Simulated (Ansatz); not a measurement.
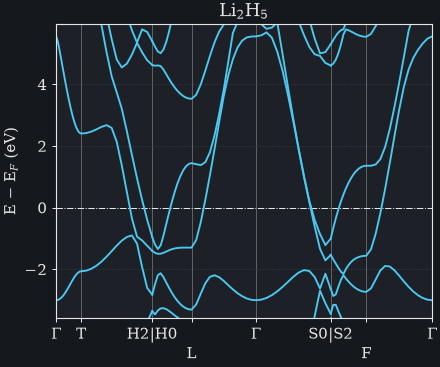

Band structure. Energies are counted from the Fermi level.

What lattice type does the k path imply?

Answer. A rhombohedral lattice: the path Γ–T–H2|H0–L–Γ–S0|S2–F–Γ runs through the special points of its Brillouin zone.

System: Li2H5, space group R-3m, 7 atoms in the cell.

```cif
data_structure
_symmetry_space_group_name_H-M 'R-3m:H'
_symmetry_Int_Tables_number 166
_cell_length_a 2.7548
_cell_length_b 2.7548
_cell_length_c 18.1829
_cell_angle_alpha 90.000
_cell_angle_beta 90.000
_cell_angle_gamma 120.000
_cell_volume 119.50
loop_
_atom_site_label
_atom_site_type_symbol
_atom_site_symmetry_multiplicity
_atom_site_Wyckoff_symbol
_atom_site_fract_x
_atom_site_fract_y
_atom_site_fract_z
_atom_site_occupancy
Li1 Li 6 c 0.33333 0.66667 0.74589 1
H1 H 6 c 0.33333 0.66667 0.87357 1
H2 H 6 c 0.33333 0.66667 0.99855 1
H3 H 3 b 0.66667 0.33333 0.83333 1
```

Computed with Ansatz 0.2.0: DFT PBE, scalar-relativistic, plane waves, PAW, no spin polarisation, 15×15×15 k mesh, Gaussian smearing of 0.1 eV.

Does this material conduct, going by its bands?

Answer. A metal: 2 bands cross the Fermi level along this path.

On which lines of the path do bands cross the Fermi level?

Answer. Bands cross the Fermi level on T–H2, H0–L, L–Γ, Γ–S0, S2–F and F–Γ, and not on Γ–T.

Which levels at T lie nearest to the Fermi level?

Answer. At T the nearest levels lie 2.07 eV below and 2.40 eV above the Fermi level.

The structure is an invented one, so it need not be a known or stable phase.
